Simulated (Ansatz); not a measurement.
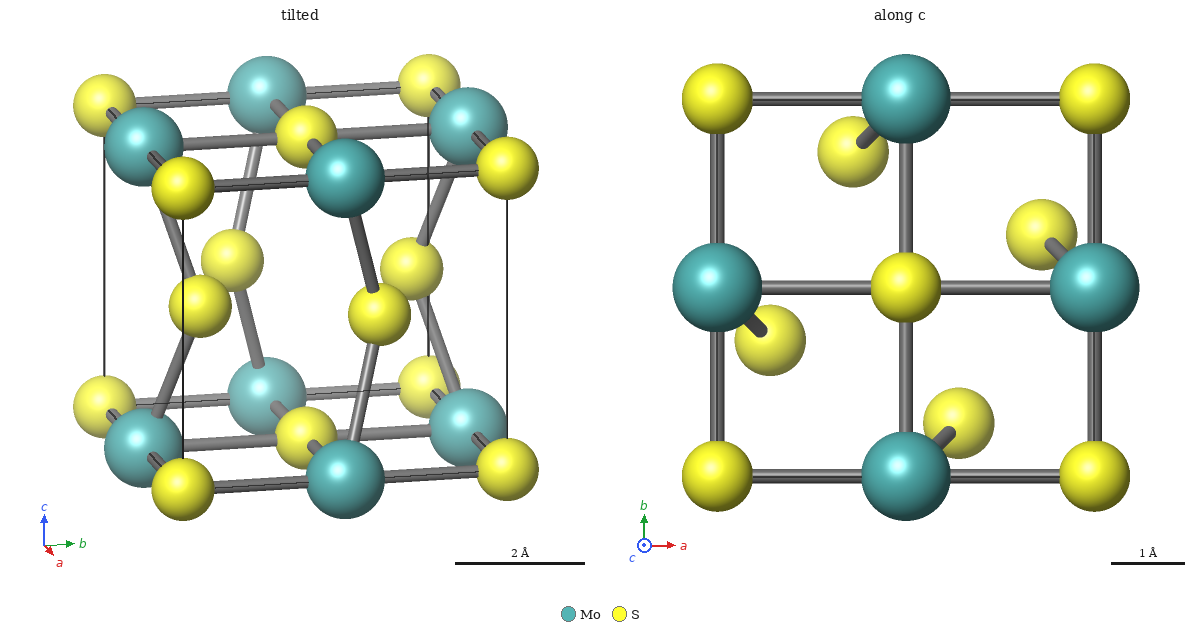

The figure gives a ball-and-stick picture of the atoms, viewed slightly off an axis and along the c axis. The outline marks the conventional unit cell. Cell: a = 5.21 Å, b = 5.21 Å, c = 4.86 Å, α = 90.00°, β = 90.00°, γ = 90.00°.

Starting structure: a structure type filled with these elements by a generator (whether the compound takes this form wasn't checked). Earlier steps of the study may have refined or changed the cell and positions. Ansatz was used for an electronic-structure calculation on it.

Question: Give a description of the structure.

Answer: The solid is MoS3. The space group is P4/mbm (No. 127); the lattice is primitive tetragonal. In the cell are 2 Mo, 6 S, which makes 2 formula units. The coordination shell of Mo holds eight S at about 2.6 Å. S takes two kinds of site: 4h with two Mo and one S (about 2.6 Å to Mo, 2.1 Å to S); 2a with four Mo in a square planar arrangement at about 2.6 Å. The bonds build a three-dimensional framework.

The calculation used DFT PBE, scalar-relativistic, plane waves, PAW (Ansatz 0.2.0), with a cutoff energy of 420 eV, an 8×8×8 sampling of the Brillouin zone, Gaussian smearing of 0.1 eV, collinear spins.

Question: Which atoms carry magnetic moments in this run, and how do they order?

Answer: The state reached is ferromagnetic. Sizes: Mo 1.3 μB; net moment 3.2 μB in the run's cell of 8 atoms.

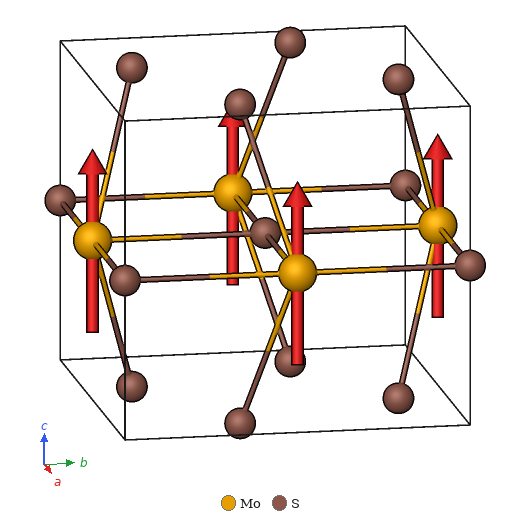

Site moments above 0.25 μB as arrows, small induced ones on non-metal atoms left out (red along the largest or up, blue against, purple across). The run's cell of 8 atoms is drawn, so axes and origin can differ from the first picture.

Question: Does it come out as a metal, or with a gap?

Answer: A metal: bands cross the Fermi level.

Question: List the Bader charges.

Answer: Mo +1.27 e; S -0.75 to -0.26 e.

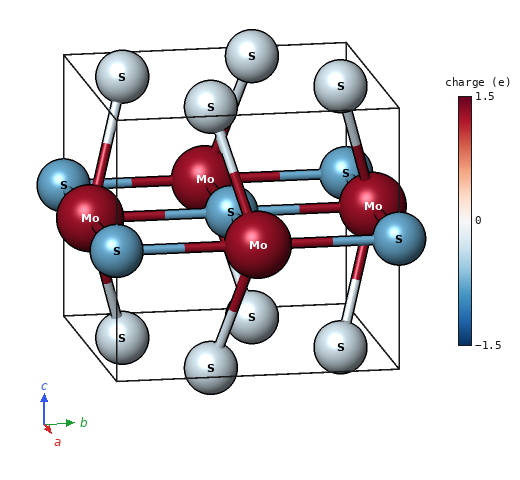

The atoms coloured by those charges. The run's cell of 8 atoms is drawn, so axes and origin can differ from the first picture.

Question: Are forces and stress small enough to call this relaxed?

Answer: Yes. All forces vanish to within 0.01 eV/Å. The pressure is 0.0 GPa, close to zero.
